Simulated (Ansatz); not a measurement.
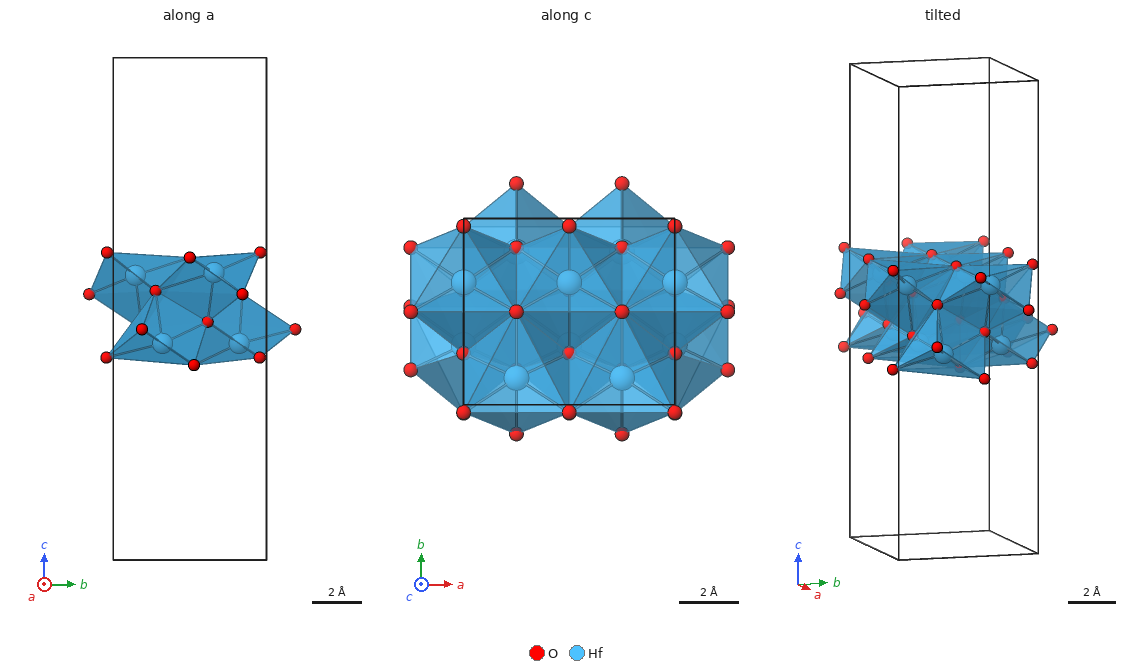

Shown here is a polyhedral view of the crystal, taken along the a axis, along the c axis and slightly off an axis. The simulation cell is outlined; an atom on or near a face, edge or corner is repeated at each equivalent position. Some neighbours outside the box are added. Cell: a = 7.175 Å, b = 6.327 Å, c = 20.743 Å, α = 90.00°, β = 90.00°, γ = 90.00°.

It has the composition HfO$_{2}$. The cell has 24 atoms, namely 8 Hf, 16 O. Each Hf has seven O at about 2.0 to 2.5 Å. Not all metal-metal contacts are counted. Within bonding distance, the neighbour counts come to O 3 to 4 (mean 3.5). Not all metal-metal contacts are counted. The bonds build HfO2 layers parallel to (001).

Starting structure: a structure listed in the Materials Project, from which a slab was cut. The atoms were relaxed in a fixed cell with DFT PBE+D3(BJ), scalar-relativistic, plane waves, PAW (Ansatz), but for twelve held in place.

At this level of theory the cell isn't at rest (forces up to 1.7 eV/Å), so its distances can differ from those at equilibrium, the more so the softer the solid.
